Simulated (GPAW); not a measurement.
# NbC (Niobocarbide): optical spectrum from first principles

Aim: the dielectric function of NbC (Niobocarbide), and the optical constants that follow from it.

Main program and level: GPAW 26.7.0; DFT, PBE, plane-wave PAW (GPAW data sets), scalar-relativistic, RPA, optical limit.

## (1) Starting point

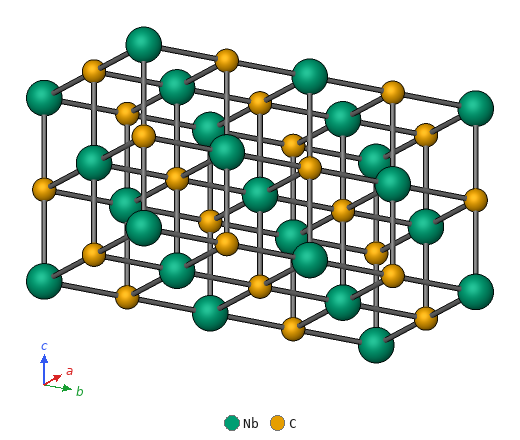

The starting structure, seen from a free direction (niobium teal, carbon orange). 1×2×1 cells are drawn. This picture shows the conventional cell, with its axes. Some periodic images of atoms are drawn too.

## (2) Ground state

The self-consistent density comes first; it also tells whether there is a gap, which decides the occupations and the need for a Drude term.

This step: DFT, PBE, plane-wave PAW (GPAW data sets), scalar-relativistic, ground state (GPAW 26.7.0).

File gs.py:

```python
from ase import Atoms
from ase.dft.bandgap import bandgap
from gpaw import GPAW, PW, FermiDirac

atoms = Atoms(['Nb', 'C'],
              cell=[[0.000000000000, 2.234550000000, 2.234550000000],
                    [2.234550000000, 0.000000000000, 2.234550000000],
                    [2.234550000000, 2.234550000000, 0.000000000000]],
              scaled_positions=[[0.000000000000, 0.000000000000, 0.000000000000],
                                [0.500000000000, 0.500000000000, 0.500000000000]],
              pbc=[True, True, True])
atoms.calc = GPAW(mode=PW(450), xc='PBE', kpts={'size': (9, 9, 9), 'gamma': True},
                  occupations=FermiDirac(0.05), maxiter=150, txt='gs.txt')
print('energy (eV)', atoms.get_potential_energy())
print('Fermi level (eV)', atoms.calc.get_fermi_level())
print('valence electrons', atoms.calc.get_number_of_electrons())
print('gap (eV)', bandgap(atoms.calc, output=None)[0])
print('direct gap (eV)', bandgap(atoms.calc, direct=True, output=None)[0])
atoms.calc.write('gs.gpw')
```

Run with:

```sh
> OMP_NUM_THREADS=1 python gs.py
```

Numbers of over 12 decimals in the logs are rounded to 6 here.

The log of the run:

```text
__  _  _
 | _ |_)|_||  |
 |__||  | ||/\| - 26.7.0

Versions:
  Python: 3.12.14
  ASE:    3.29.0
  Numpy:  2.5.5
  Scipy:  1.18.1
  Libxc:  7.0.0

Input parameters:
  mode=PW(ecut=450.000000),
  kpts=MonkhorstPack(size=(9, 9, 9), gamma=True),
  maxiter=150,
  occupations=Occupations(name='fermi-dirac', width=0.05, fixmagmom=False),
  xc=XC(name='PBE')

Diagonalizing LCAO Hamiltonian
Converting LCAO to pw mode

              C

       Nb

Atoms  # Å, Bohr magnetons
|   | symbol |        x |        y |        z |    initial magnetic moments |
| 0 |     Nb | 0.000000 | 0.000000 | 0.000000 | ( 0.0000,  0.0000,  0.0000) |
| 1 |      C | 2.234550 | 2.234550 | 2.234550 | ( 0.0000,  0.0000,  0.0000) |

Unit cell  # Å
| periodic |        x |        y |        z |  lengths |    angles |
|      yes | 0.000000 | 2.234550 | 2.234550 | 3.160131 | 60.000000 |
|      yes | 2.234550 | 0.000000 | 2.234550 | 3.160131 | 60.000000 |
|      yes | 2.234550 | 2.234550 | 0.000000 | 3.160131 | 60.000000 |

Number of symmetries: 48
Symmetry operations  # r_c * U_cc + t_c -> r_c
|    | kind |            matrix            |
|  0 |  σ   |  1, 0, 0,  1, 0,-1,  1,-1, 0 |
|  1 |  C2  |  1, 0, 0,  1,-1, 0,  1, 0,-1 |
|  2 |  E   |  1, 0, 0,  0, 1, 0,  0, 0, 1 |
|  3 |  σ   |  1, 0, 0,  0, 0, 1,  0, 1, 0 |
|  4 |  C4  |  1, 0,-1,  1, 0, 0,  1,-1, 0 |
|  5 |  S6  |  1, 0,-1,  1,-1, 0,  1, 0, 0 |
|  6 |  σ   |  1, 0,-1,  0, 1,-1,  0, 0,-1 |
|  7 |  C3  |  1, 0,-1,  0, 0,-1,  0, 1,-1 |
|  8 |  S6  |  1,-1, 0,  1, 0, 0,  1, 0,-1 |
|  9 |  C4  |  1,-1, 0,  1, 0,-1,  1, 0, 0 |
| 10 |  C3  |  1,-1, 0,  0,-1, 1,  0,-1, 0 |
| 11 |  σ   |  1,-1, 0,  0,-1, 0,  0,-1, 1 |
| 12 |  σ   |  0, 1, 0,  1, 0, 0,  0, 0, 1 |
| 13 |  C4  |  0, 1, 0,  0, 1,-1, -1, 1, 0 |
| 14 |  C3  |  0, 1, 0,  0, 0, 1,  1, 0, 0 |
| 15 |  S6  |  0, 1, 0, -1, 1, 0,  0, 1,-1 |
| 16 |  C2  |  0, 1,-1,  1, 0,-1,  0, 0,-1 |
| 17 |  σ   |  0, 1,-1,  0, 1, 0, -1, 1, 0 |
| 18 |  S4  |  0, 1,-1,  0, 0,-1,  1, 0,-1 |
| 19 |  C4  |  0, 1,-1, -1, 1, 0,  0, 1, 0 |
| 20 |  C3  |  0, 0, 1,  1, 0, 0,  0, 1, 0 |
| 21 |  σ   |  0, 0, 1,  0, 1, 0,  1, 0, 0 |
| 22 |  S6  |  0, 0, 1,  0,-1, 1, -1, 0, 1 |
| 23 |  C4  |  0, 0, 1, -1, 0, 1,  0,-1, 1 |
| 24 |  S4  |  0, 0,-1,  1, 0,-1,  0, 1,-1 |
| 25 |  C3  |  0, 0,-1,  0, 1,-1,  1, 0,-1 |
| 26 |  C2  |  0, 0,-1,  0,-1, 0, -1, 0, 0 |
| 27 |  S6  |  0, 0,-1, -1, 0, 0,  0,-1, 0 |
| 28 |  S4  |  0,-1, 1,  1,-1, 0,  0,-1, 0 |
| 29 |  C4  |  0,-1, 1,  0, 0, 1, -1, 0, 1 |
| 30 |  C2  |  0,-1, 1,  0,-1, 0,  1,-1, 0 |
| 31 |  σ   |  0,-1, 1, -1, 0, 1,  0, 0, 1 |
| 32 |  C3  |  0,-1, 0,  1,-1, 0,  0,-1, 1 |
| 33 |  S6  |  0,-1, 0,  0, 0,-1, -1, 0, 0 |
| 34 |  S4  |  0,-1, 0,  0,-1, 1,  1,-1, 0 |
| 35 |  C2  |  0,-1, 0, -1, 0, 0,  0, 0,-1 |
| 36 |  C2  | -1, 1, 0,  0, 1, 0,  0, 1,-1 |
| 37 |  S6  | -1, 1, 0,  0, 1,-1,  0, 1, 0 |
| 38 |  S4  | -1, 1, 0, -1, 0, 1, -1, 0, 0 |
| 39 |  C3  | -1, 1, 0, -1, 0, 0, -1, 0, 1 |
| 40 |  S6  | -1, 0, 1,  0, 0, 1,  0,-1, 1 |
| 41 |  C2  | -1, 0, 1,  0,-1, 1,  0, 0, 1 |
| 42 |  C3  | -1, 0, 1, -1, 1, 0, -1, 0, 0 |
| 43 |  S4  | -1, 0, 1, -1, 0, 0, -1, 1, 0 |
| 44 |  C2  | -1, 0, 0,  0, 0,-1,  0,-1, 0 |
| 45 |  i   | -1, 0, 0,  0,-1, 0,  0, 0,-1 |
| 46 |  σ   | -1, 0, 0, -1, 1, 0, -1, 0, 1 |
| 47 |  C2  | -1, 0, 0, -1, 0, 1, -1, 1, 0 |

BZ-sampling:
  Number of BZ points: 729
  Number of IBZ points: 35

  Monkhorst-Pack size: [9, 9, 9]
  Monkhorst-Pack shift: [0, 0, 0]

K-points  # in reciprocal-cell coordinates
|     |                                coordinates |     weight |
|   0 | (  0.00000000,   0.00000000,   0.00000000) | 0.00137174 |
|   1 | (  0.11111111,   0.11111111,   0.00000000) | 0.00823045 |
|   2 | (  0.11111111,   0.11111111,   0.11111111) | 0.01097394 |
|   3 | (  0.22222222,   0.11111111,   0.11111111) | 0.01646091 |
|   4 | (  0.22222222,   0.22222222,   0.00000000) | 0.00823045 |
|   5 | (  0.22222222,   0.22222222,   0.11111111) | 0.03292181 |
|   6 | (  0.22222222,   0.22222222,   0.22222222) | 0.01097394 |
|   7 | (  0.33333333,   0.22222222,   0.11111111) | 0.03292181 |
|   8 | (  0.33333333,   0.22222222,   0.22222222) | 0.03292181 |
|   9 | (  0.33333333,   0.33333333,  -0.33333333) | 0.01646091 |
| ... |                                            |            |
|  34 | (  0.44444444,   0.44444444,   0.44444444) | 0.01097394 |

Plane wave coefficients: 531
Cutoff: 450.000000 eV

Spin-components: 1 (collinear spins)
Bands:           15
Projectors:      11
Spin-degeneracy: 2
Datatype:        complex128

Parallelization:
  kpt:    1
  domain: 1
  band:   1

Density:
  Valence electrons: 17.0
  Components: 1
  Grid points: [16 16 16]
  Charge: 0.0  # |e|

Potential:
  Grid points: [16 16 16]

species:
  Nb:
    name:    Niobium
    id:
    Z:       41.0
    valence: 13
    core:    28
    charge:  0.0  # [|e|]
    compensation charges:
      type: gauss
      rc: 0.40  # [Å]
      lmax: 2
    cutoffs:
      filter: 2.35  # [Å]
      core: 1.51  # [Å]
    projectors
    | kind |    occ | energy [eV] | rcut [Å] |
    |   4s |  2.000 |     -58.361 |    1.323 |
    |   5s |  1.000 |      -3.980 |    1.323 |
    |   4p |  6.000 |     -34.526 |    1.323 |
    |   5p |  0.000 |      -1.111 |    1.323 |
    |   4d |  4.000 |      -3.041 |    1.244 |
    |    d |        |      24.171 |    1.244 |

    Using partial waves for Nb as LCAO basis

  C:
    name:    Carbon
    id:
    Z:       6.0
    valence: 4
    core:    2
    charge:  0.0  # [|e|]
    compensation charges:
      type: gauss
      rc: 0.20  # [Å]
      lmax: 2
    cutoffs:
      filter: 1.14  # [Å]
      core: 1.14  # [Å]
    projectors
    | kind |    occ | energy [eV] | rcut [Å] |
    |   2s |  2.000 |     -13.751 |    0.635 |
    |   2p |  2.000 |      -5.284 |    0.635 |
    |    s |        |      13.461 |    0.635 |
    |    p |        |      21.927 |    0.635 |
    |    d |        |       0.000 |    0.635 |

    Using partial waves for C as LCAO basis

Reference energy: -104933.775905  # eV

eigensolver:
  PPCG
  Converge bands: occupied
  niter=2

density mixing:
  MSR1-Mixer
  Pratt-step length: 0.05
  Maximum mixing coefficient: 0.75
  Old densities: 10
  SVD Regularization: 0.005
  Good broyden scale: 1.0
  Trust region scale: 1.0
  Backstep threshold: 4.0
  History deletion threshold: 6.0
  Fourier metric: weight=20.0, sigma=0.015

occupation numbers:
  Fermi-Dirac:
    width: 0.0500  # eV

poisson solver:
  ecut: 3600.000000  # eV

xc functional:
  name: PBE with 2 nearest neighbor stencil

convergence criteria:
- Maximum [total energy] change in last 3 cyles: 0.0005 eV / valence electron
- Maximum integral of absolute [dens]ity change: 0.0001 electrons / valence electron
- Maximum integral of absolute [eigenst]ate change: 4e-08 eV^2 / valence electron
maximum number of iterations: 150

SCF iterations
|iter     |      energy | eigst |  dens |
|iter:   1||  -24.547761 | +0.14 |       |
|iter:   2||  -23.389380 | -1.73 | -0.73 |
|iter:   3||  -20.703588 | -0.58 | -0.80 |
|iter:   4||  -20.673244 | -2.50 | -1.57 |
|iter:   5||  -20.675705 | -2.72 | -1.82 |
|iter:   6||  -20.673447c| -3.70 | -2.37 |
|iter:   7||  -20.673487c| -5.71 | -3.18 |
|iter:   8||  -20.673481c| -6.91 | -3.91 |
|iter:   9||  -20.673483c| -7.95c| -4.43c|

Converged in 9 steps
SCF loop duration: 3.616 s (0.402 s/step)
Energy contributions relative to reference atoms: (reference = -104933.775905)

Energy contributions:
  Kinetic:           8.835941
  Coulomb:         -14.375570
  Zero:             -0.115112
  External:          0.000000
  Xc:              -15.012269
  Entropy:          -0.012944
  Spinorbit:         0.000000
  ----------------------------
  Free energy:     -20.679955
  Extrapolated:    -20.673483

dipole moment: (-16.367414, -16.367414, -16.367414)  # |e|*Ang

Fermi level: 13.276
Eigenvalues  # (at kpt = [0.000, 0.000, 0.000])
| band index |      eig [eV] | occ [0-2] |
|          0 |       -42.464 |     2.000 |
|        ... |               |           |
|          3 |       -18.215 |     2.000 |
|          4 |        -0.142 |     2.000 |
|          5 |        11.992 |     2.000 |
|          6 |        11.992 |     2.000 |
|          7 |        11.992 |     2.000 |
|          8 |        13.061 |     1.973 |
|          9 |        13.061 |     1.973 |
|         10 |        13.062 |     1.973 |
|         11 |        13.661 |     0.001 |
|         12 |        13.661 |     0.001 |
|         13 |        20.897 |     0.000 |
|         14 |        35.434 |     0.000 |

No gap
No difference between direct/indirect transitions

--- standard output ---
energy (eV) -20.673483
Fermi level (eV) 13.275596
valence electrons 17.0
gap (eV) 0.0
direct gap (eV) 0.0
```

Elapsed: 5.7 s, on 1 thread of Arm Neoverse V2, shared host; peak memory 0.12 GiB.

Numbers from this step:

| Item | Value |
| --- | --- |
| energy | -20.67 eV |
| Fermi energy | 13.28 eV |
| electrons | 17 |

There are states at the Fermi level within the smearing, so the occupations stay smeared and the carriers get a Drude term.

## (3) Bands for the response

The response needs many more empty bands than the density does.

This step: DFT, PBE, plane-wave PAW (GPAW data sets), scalar-relativistic, bands at fixed density (GPAW 26.7.0).

File nscf.py:

```python
from ase.dft.bandgap import bandgap
from gpaw import GPAW, FermiDirac

calc = GPAW('gs.gpw').fixed_density(kpts={'size': (24, 24, 24), 'gamma': True}, nbands=29, convergence={'bands': 23},
                                    occupations=FermiDirac(0.05), txt='nscf.txt')
print('gap (eV)', bandgap(calc, output=None)[0])
print('direct gap (eV)', bandgap(calc, direct=True, output=None)[0])
print('top band over the Fermi level (eV)', min(calc.get_eigenvalues(kpt=k)[22] for k in range(len(calc.get_ibz_k_points()))) - calc.get_fermi_level())
calc.write('full.gpw', mode='all')
```

Run with:

```sh
> OMP_NUM_THREADS=1 python nscf.py
```

The log of the run:

```text
Diagonalizing LCAO Hamiltonian
Converting LCAO to pw mode
convergence criteria:
- Maximum integral of absolute [eigenst]ate change: 4e-08 eV^2 / valence electron
maximum number of iterations: 150

SCF iterations
|iter     |      energy | eigst |  dens |
|iter:   1||             | +2.65 |       |
|iter:   2||             | +0.66 |       |
|iter:   3||             | -1.35 |       |
|iter:   4||             | -3.12 |       |
|iter:   5||             | -5.10 |       |
|iter:   6||             | -6.72 |       |
|iter:   7||             | -7.86c|       |
SCF steps: 7
  __  _  _
 | _ |_)|_||  |
 |__||  | ||/\| - 26.7.0

Versions:
  Python: 3.12.14
  ASE:    3.29.0
  Numpy:  2.5.5
  Scipy:  1.18.1
  Libxc:  7.0.0

Input parameters:
  mode=PW(ecut=450.000000),
  convergence={'bands': 23},
  gpts=array([16, 16, 16]),
  kpts=MonkhorstPack(size=(24, 24, 24), gamma=True),
  maxiter=150,
  nbands=29,
  occupations=Occupations(name='fermi-dirac', width=0.05, fixmagmom=False),
  parallel={},
  xc=XC(name='PBE')

--- standard output ---
gap (eV) 0.0
direct gap (eV) 0.0
top band over the Fermi level (eV) 27.919225
```

Run time: 61 s. Hardware: 1 thread; peak memory 0.28 GiB.

(Part 1 of 2 ends here.)

[Machine, clock and banner lines and Python warnings are left out of the logs.]

[Logs are printed without paths, hosts, clocks, repeated set-up lines and the standing remarks that a program may print on its own settings, such as how far it seeks lower states.]

[Hosts, paths, dates, database ids (printed as entryN), source tags and the programs' standing remarks are cut or masked in the printed files.]
